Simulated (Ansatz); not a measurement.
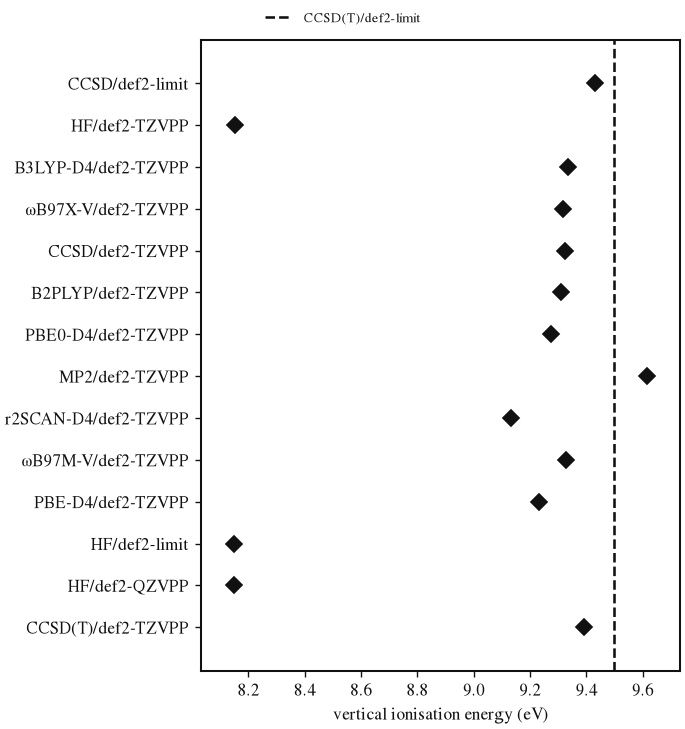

Vertical ionisation energy of C₄H₆, SMILES C1[C@H]2C[C@@H]12, taken as the energy of the cation less that of the neutral at fixed geometry (unrestricted doublet cation, cores frozen in correlated methods, no spin-orbit coupling), the Ansatz code, at a PBE0-D4/def2-TZVP geometry (a minimum by its frequencies). Limit means an estimate of the basis limit from triple and quadruple zeta; for coupled cluster it is either extrapolated directly or built as the MP2 limit plus the step from MP2 in triple zeta. B2PLYP/def2-TZVPP holds a correlation term that converges slowly with the basis, so part of the distance to the limit is basis error. The distance of CCSD/def2-TZVPP, MP2/def2-TZVPP and CCSD(T)/def2-TZVPP to the limit includes basis error.

Q: What range do the values span, the line included?

A: From 8.15 eV (HF/def2-limit) to 9.62 eV (MP2/def2-TZVPP).

Q: Which level comes closest to the line (CCSD(T)/def2-limit), and which misses most?

A: Closest CCSD/def2-limit (9.43 eV), against 9.50 eV; farthest HF/def2-limit (8.15 eV).
